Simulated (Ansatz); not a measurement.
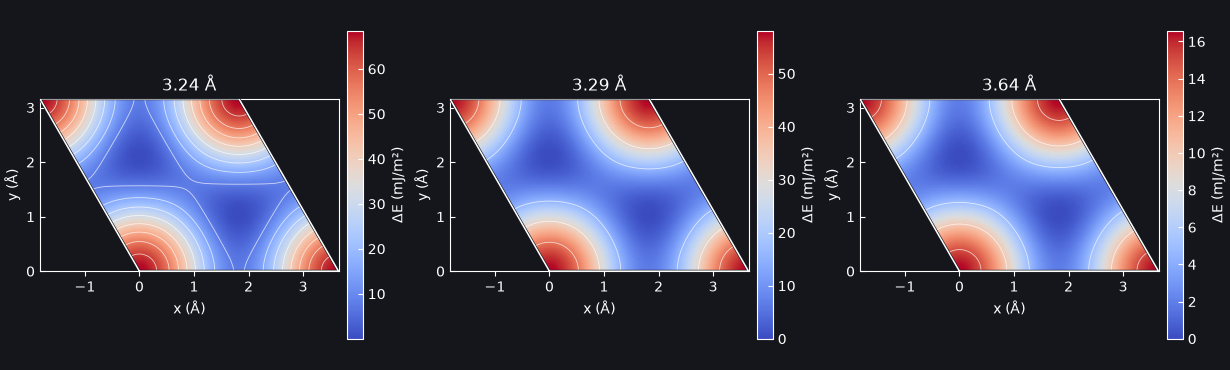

Three maps of one series, each from its own lowest grid point and on its own colour scale; the layer distance changes from map to map. A bilayer of two ZrS₂ sheets (1T type), the upper one turned by 180 degrees about the normal (6 atoms in the cell). 
- The upper layer of a bilayer is slid over the lower one; relaxed at each slide: nothing; the origin of the map has S4 above S3.
- Places are given modulo a cell vector. The map is drawn in real space over the plane of the slide.
- Grid: 6 × 6 points.
- Energies: mJ/m², counted from the lowest grid point.
- At a held distance the lowest stacking need not be the one that binds best once the distance relaxes.
- Level of theory: Ansatz 0.2.0, DFT PBE+D3(BJ), scalar-relativistic, plane waves, PAW. Settings: cutoff 420 eV, k-mesh 9×9×1, gaussian smearing 0.05 eV, no spin polarisation.

In the figure: a smooth colour map with a few white contour lines, the outline of one cell of the plane. Between grid points the surface is interpolated.

The span runs from the lowest to the highest grid point; passes are read from the interpolated surfaces.

| layer distance | lowest grid point | span (mJ/m²) | easiest pass (mJ/m²) |
| --- | --- | --- | --- |
| 3.24 Å | S above S of a deeper plane, the Zr behind them above S | 68.4 | 7.5 |
| 3.29 Å | S above S of a deeper plane, the Zr behind them above S | 58.0 | 6.4 |
| 3.64 Å | S above S of a deeper plane, the Zr behind them above S | 16.5 | 1.9 |

One more map of the series was computed, for the layer distance 3.84 Å. What do you expect for it?

A straight line of ln(span) against the layer distance through the 3 maps has the slope −3.6 per Å (a decay length of 0.28 Å) and gives 8.13 mJ/m² at 3.84 Å. The computed span is 7.11 mJ/m², below the fit by 12 %. The lowest grid point is S above S of a deeper plane, the Zr behind them above S, as for 3.24 Å, 3.29 Å and 3.64 Å. The easiest pass out of the lowest well is about 0.88 mJ/m².

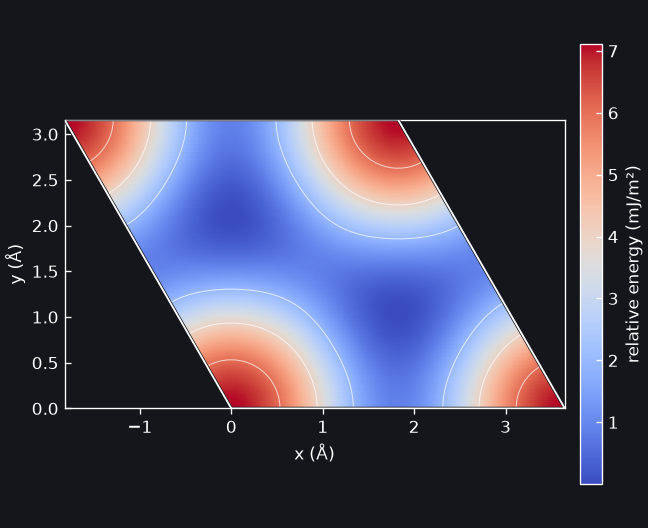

The map for 3.84 Å.

PAW datasets: the set soft_1.
